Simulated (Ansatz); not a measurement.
## W16S33: geometry relaxation (part 4 of 4)

The same run, continued: W16S33 (defect cell, 49 atoms in the cell); DFT PBE, scalar-relativistic, plane waves, PAW, no spin polarisation (Ansatz 0.2.0); cutoff 420 eV, 2×2×2 k-mesh, Gaussian smearing of 0.01 eV. The structure derives from a Materials Project entry. It belongs to a series of runs on one base structure; here: S interstitial, charge +0, atoms relaxed at the host's cell.

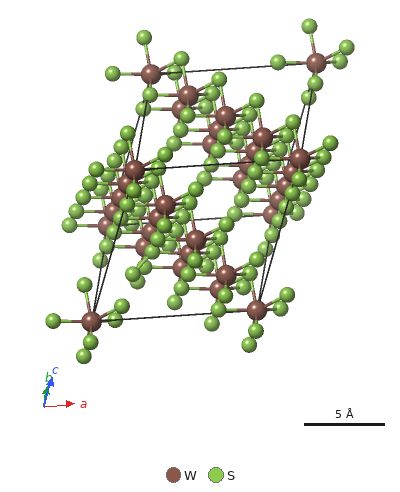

Figure 1. The geometry at step 7 of the log (ball-and-stick view of the cell of the calculation, seen at an oblique angle; bonded neighbours outside the cell are drawn too).

### Trajectory as extended XYZ, continued
```
49
Lattice="6.3755 3.6809 7.4744 -6.3755 3.6809 7.4744 0.0000 -7.3618 7.4744" Properties=species:S:1:pos:R:3:forces:R:3 step=7 energy=-195963.62255
W    -1.6000   -4.6127    7.4620    0.0005   0.0021   0.0009
W    -3.1854   -1.8530    7.4838   -0.0015   0.0000   0.0010
W    -4.7825    0.9001    7.4613    0.0018  -0.0006  -0.0003
W     1.6000   -4.6127    7.4620   -0.0005   0.0021   0.0009
W     0.0000   -0.0137   -0.0267    0.0000  -0.0005  -0.0008
W     0.0000   -1.8958    7.5250    0.0000   0.0079   0.0023
W    -1.6292    0.9264    7.5230    0.0064   0.0007   0.0062
W    -1.5943   -0.9342   14.9388    0.0006  -0.0011  -0.0018
W    -3.1824    3.6711    7.4612   -0.0010  -0.0008  -0.0013
W     3.1854   -1.8530    7.4838    0.0015   0.0000   0.0010
W     1.6292    0.9264    7.5230   -0.0064   0.0007   0.0062
W     1.5943   -0.9342   14.9388   -0.0006  -0.0011  -0.0018
W     0.0000    3.6644    7.4830    0.0000  -0.0001  -0.0004
W     0.0000    1.8274   14.9387    0.0000  -0.0006  -0.0002
W     4.7825    0.9001    7.4613   -0.0018  -0.0006  -0.0003
W     3.1824    3.6711    7.4612    0.0010  -0.0008  -0.0013
S    -1.6033    2.7770    9.0685   -0.0002   0.0008  -0.0011
S    -3.1874   -1.8545   16.5087   -0.0003  -0.0013   0.0003
S     1.6159   -2.7984    9.0700   -0.0002  -0.0023  -0.0008
S     1.6033    2.7770    9.0685    0.0002   0.0008  -0.0011
S     0.0000   -0.0136    9.0657    0.0000  -0.0012  -0.0104
S     0.0000   -1.8464   16.5140    0.0000   0.0013   0.0009
S    -1.5867    0.9024   16.5143    0.0007   0.0003   0.0003
S     4.7783    2.7452    9.0122    0.0013  -0.0005   0.0012
S     3.2188   -0.0205    9.0690    0.0017   0.0003  -0.0008
S     3.1874   -1.8545   16.5087    0.0003  -0.0013   0.0003
S     1.5867    0.9024   16.5143   -0.0007   0.0003   0.0003
S    -4.7783    2.7452    9.0122   -0.0013  -0.0005   0.0012
S     0.0000    3.6676   16.5085    0.0000  -0.0021  -0.0002
S     0.0000   -5.5322    9.0129    0.0000   0.0023   0.0033
S    -1.6159   -2.7984    9.0700    0.0002  -0.0023  -0.0008
S    -3.2188   -0.0205    9.0690   -0.0017   0.0003  -0.0008
S    -1.5878    2.7311    5.9133    0.0007   0.0000   0.0002
S    -3.1843   -1.8521   13.3623   -0.0009   0.0003   0.0015
S     1.5830   -2.7616    5.9147    0.0018  -0.0025  -0.0017
S     1.5878    2.7311    5.9133   -0.0007   0.0000   0.0002
S     0.0000   -0.0160    6.0399    0.0000   0.0058   0.0017
S     0.0000   -1.8626   13.3738    0.0000  -0.0025   0.0014
S    -1.6017    0.9110   13.3741    0.0005   0.0002   0.0009
S     4.7751    2.7433    5.8834   -0.0013  -0.0007   0.0002
S     3.1712   -0.0115    5.9137    0.0025  -0.0006  -0.0017
S     3.1843   -1.8521   13.3623    0.0009   0.0003   0.0015
S     1.6017    0.9110   13.3741   -0.0005   0.0002   0.0009
S    -4.7751    2.7433    5.8834    0.0013  -0.0007   0.0002
S     0.0000    3.6634   13.3621    0.0000  -0.0009   0.0011
S     0.0000   -5.5271    5.8840    0.0000  -0.0023  -0.0009
S    -1.5830   -2.7616    5.9147   -0.0018  -0.0025  -0.0017
S    -3.1712   -0.0115    5.9137   -0.0025  -0.0006  -0.0017
S     0.0000   -0.0239    4.0995    0.0000   0.0041  -0.0043
```

### Key numbers

| quantity | value |
| --- | --- |
| outcome | converged |
| electrons treated | 422 |
| free energy | −195963.6225 eV |
| Fermi energy | 9.052 eV |
| gap on the k-point mesh | 1.92 eV |
| final volume | 1052.44 Å³ |
| largest force (length of the vector) at the end | 0.010 eV/Å |
| hardware | 4 threads of Arm Neoverse V2, 24 GiB of memory available, shared host |
| wall time | 5.5 min (CPU time 22 min) |
| peak memory | 3.7 GiB |

Spin–orbit coupling is left out, which matters for W.
